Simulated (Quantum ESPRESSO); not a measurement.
## BN, zinc blende: band edges under a change of volume

How fast do the gaps move when the cell is scaled evenly?

Calculated with Quantum ESPRESSO 7.5, LDA, GBRV 1.5 ultrasoft potentials, cutoff 680 eV, Fermi–Dirac smearing 0.02 eV, k-mesh 13×13×13, no spin polarisation, no spin-orbit coupling.

Reference cell, relaxed at zero pressure with LDA (F-43m): a = 2.5342 Å, b = 2.5342 Å, c = 2.5342 Å, α = 60.00°, β = 60.00°, γ = 60.00°.

```
atom       x       y       z
   N  0.7500  0.7500  0.7500
   B  0.0000  0.0000  0.0000
```

Levels are read on the k-mesh and along lines from Γ to X = (0.5, 0, 0.5), L = (0.5, 0.5, 0.5), K = (0.375, 0.375, 0.75) and W = (0.5, 0.25, 0.75) in the reciprocal basis of this cell (the letters only name these points), and count from the highest filled level.

| ln(V/V0) | gap (eV) | direct gap at Γ (eV) | lowest empty at X (eV) |
| --- | --- | --- | --- |
| −0.0619 | 4.446 | 9.115 | 4.446 |
| −0.0408 | 4.423 | 9.015 | 4.423 |
| 0.0000 | 4.376 | 8.821 | 4.376 |
| 0.0198 | 4.353 | 8.727 | 4.353 |
| 0.0392 | 4.331 | 8.636 | 4.331 |
| 0.0583 | 4.308 | 8.546 | 4.308 |

**Question.** Fit the lowest empty level at X and give it at ln(V/V0) = −0.0202, a row left out above.

A straight line through the 6 rows: the means are 0.002433 for ln(V/V0) and 4.3728 for the level, Σ(Δx)² = 0.01079 and ΣΔxΔy = −0.01239, so the slope is −0.01239/0.01079 = −1.1483 and the intercept 4.3728 − (−1.1483)(0.002433) = 4.3756.

The slope is the volume deformation potential of this gap, −1.15 eV, as a mean over the range. The line gives 4.399 eV. The run itself gives 4.400 eV, so the estimate misses by 0.001 eV, a rounding's worth.

The gap lies below the direct one at Γ in every row. Semilocal functionals give gaps that are too small, and the error differs from valley to valley, so the order of close valleys can be wrong too.

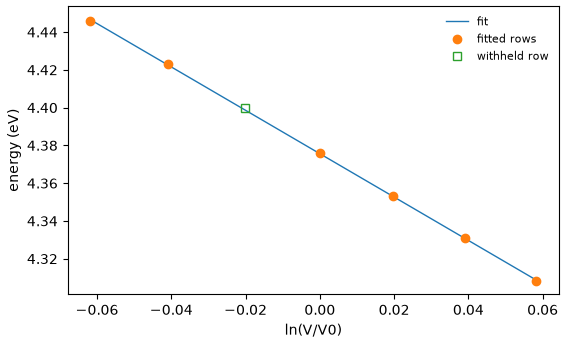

The fitted law, the rows behind it and the withheld row.

[Logs are printed without paths, hosts, clocks, repeated set-up lines and the standing remarks that a program may print on its own settings, such as how far it seeks lower states.]
